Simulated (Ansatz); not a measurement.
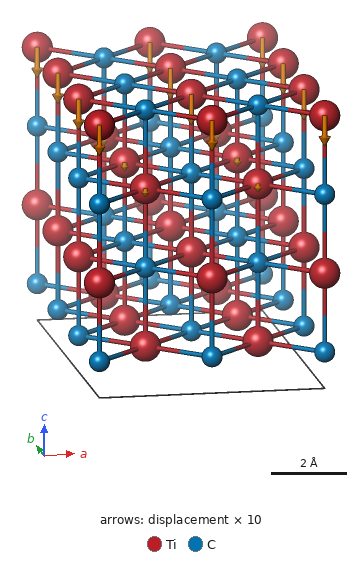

A constrained relaxation of a slab of composition TiC (cut from the Fm-3m phase). The starting structure is drawn; orange arrows show the displacements, magnified 10 times.

The picture is a ball-and-stick view of the 2 × 3 repeat of the cell, outlined in the plane, without the vacuum, seen slightly off an axis.

Case: clean slab, lower half held. The slab is the (1 0 0) face of TiC. 4 atoms are held fixed.

All numbers below come from DFT r2SCAN, scalar-relativistic, plane waves, PAW (Ansatz 0.2.0). Set-up: plane-wave cutoff 500 eV; k-point mesh 9 × 9 × 1; occupations gaussian; smearing width 0.1 eV; no spin polarisation; dipole correction; atoms relaxed in a fixed cell; force threshold 0.03 eV/Å; at most 70 steps.

What did the optimiser do to the structure, and how much energy did it gain?

Over 3 accepted moves (4 points after the start) the energy falls by 71.0 meV per cell of the calculation. Largest force component: 1.4 eV/Å at the start, 0.016 eV/Å at the end. 1 step only repeated the SCF at the same geometry. The largest move is that of a Ti atom, 0.086 Å along the normal (−c). Largest moves by element: Ti 0.086 Å, C 0.016 Å. The cell doesn't change. Among the contacts that change: C–Ti 2.164 → 2.077 Å, Ti–Ti 3.060 → 3.017 Å, C–Ti 2.164 → 2.205 Å, C–Ti 2.164 → 2.139 Å. Among the angles between lasting bonds that change: Ti–C–Ti 180.0° → 174.6°, C–Ti–C 180.0° → 174.6°, C–Ti–C 90.0° → 92.7°.
